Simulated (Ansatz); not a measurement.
# C₈N: single-point calculation (part 1 of 3)

System: C₈N (slab, 9 atoms in the cell).
Method: DFT PBEsol, scalar-relativistic, plane waves, PAW, spin-polarised (Ansatz 0.2.0).

The structure derives from an entry of the Crystallography Open Database. It belongs to a series of runs on one base structure; here: N lifted by +2.00 A from its best place. Figures and captions count atoms from 1; the log counts them from 0 in places.

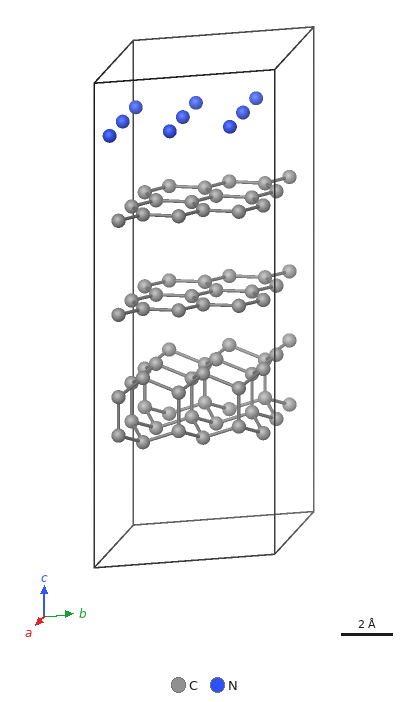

**Figure 1.** The structure (ball-and-stick view of the 3 × 3 repeat of the cell, with the vacuum cut short, seen slightly off an axis). An atom can appear more than once, as a periodic image.

### Key numbers

```tsv
quantity	value
outcome	converged
electrons treated	37
free energy	−2342.3992 eV
work function, top face	7.04 eV
work function, bottom face	5.65 eV
Fermi energy	0.844 eV
gap on the k-point mesh	none (metallic)
net moment of the cell	1.23 μB
integrated absolute moment	2.60 μB
work function (upper face)	7.04 eV
largest force (length of the vector)	5.590 eV/Å
hardware	2 threads of AMD EPYC (Zen 5), 32 GiB of memory available, shared host
wall time	21 s (CPU time 41 s)
peak memory	0.59 GiB
```

### Remarks

Warnings of the run: the exchange-correlation potential is rough where the density is thin.

### The input
```yaml
crystal:
  lattice:
    - [2.4988149563, 0.0, 0.0]
    - [-1.2494074781, 2.1640372315, 0.0]
    - [0.0, 0.0, 25.763868273]
  atoms:
    - { symbol: C, position: [0.3333333334, 0.6666666667, 0.3299194015] }
    - { symbol: C, position: [0.6666666666, 0.3333333333, 0.3502041956] }
    - { symbol: C, position: [0.6666666666, 0.3333333333, 0.4106688376] }
    - { symbol: C, position: [0.3333333334, 0.6666666667, 0.4309536318] }
    - { symbol: C, position: [0.3333333334, 0.6666666667, 0.5397810204] }
    - { symbol: C, position: [0.6666666666, 0.3333333333, 0.5403661502] }
    - { symbol: C, position: [0.6666666666, 0.3333333333, 0.6885463836] }
    - { symbol: C, position: [0.3333333334, 0.6666666667, 0.6885498352] }
    - { symbol: "N", position: [0.5833333334, 1.1666666667, 0.8216302413], spin: 3.0 }
basis:
  ecutwfc: 420
kpoints:
  mp_grid: { grid: [12, 12, 1] }
hamiltonian:
  xc: pbesol
scf:
  occupations: { method: gaussian, width: 0.05 }
output:
  forces: true
  stress: true
  eigenvalues: true
  populations: true
  write_density: true
  write_potential: true
  elf: true
  volumetric_format: npy
magnetization:
  spin_polarized: true
efield:
  axis: 3
  dipole_correction: true
  ramp_width: 0.04
```

Launched with:
```bash
ansatz run input.yaml --threads 2 --pin off --max-ram 5120MiB --backend cpu --events-out ev --progress --plain --runs-dir out
```

### Log
```
Engine: ansatz 0.2.0, x86_64-unknown-linux-gnu
Pseudopotentials: kind: paw
Pseudopotential: C, paw, valence charge 4, recommended cutoff 420 eV (normal), C.paw.azcp
Pseudopotential: N, paw, valence charge 5, recommended cutoff 420 eV (normal), N.paw.azcp
Functional definition: PBEsol
  exchange = pbesol_x
  correlation = pbesol_c
Crystal: 9 atoms, lattice volume = 139.319 Å³
Basis set: ecut = 420 eV, 2697 PW (Γ), exchange–correlation on 36×36×360 points (8 copies of the dense FFT grid, shifted against one another)
Bands: 29, of which v1, the nominal top of the filled ones, is band 19 counted from 1 (18 counted from 0)
Symmetry: 2 space group operations
k-points: 43 of 144 (time reversal used)
Non-local potential: C, projectors of the file, l = 0: 2, l = 1: 2, l = 2: 1
Non-local potential: N, projectors of the file, l = 0: 2, l = 1: 2, l = 2: 1
PAW form: soft (Blöchl's): semilocal exchange-correlation on the pseudo side does not see the compensation charge
PAW frozen core: C, regenerated for the run's functional, and the local potential with it (the file was generated under x = pbe(κ = 0.804, μ = 0.2195149727645171), c = pbe(β = 0.06672455060314922))
PAW frozen core: N, regenerated for the run's functional, and the local potential with it (the file was generated under x = pbe(κ = 0.804, μ = 0.2195149727645171), c = pbe(β = 0.06672455060314922))
PAW one-centre angular grid: C, 110 points (default); XC on 64 Gauss nodes
PAW one-centre angular grid: N, 110 points (default); XC on 64 Gauss nodes
Starting moments: Σ|m| = 3 μB on 1 of 9 sites
Initial wavefunctions: pseudopotential atomic-orbital guess
Functional: x = pbesol(κ = 0.804, μ = 0.12345679012345678), c = pbesol(β = 0.046)
```
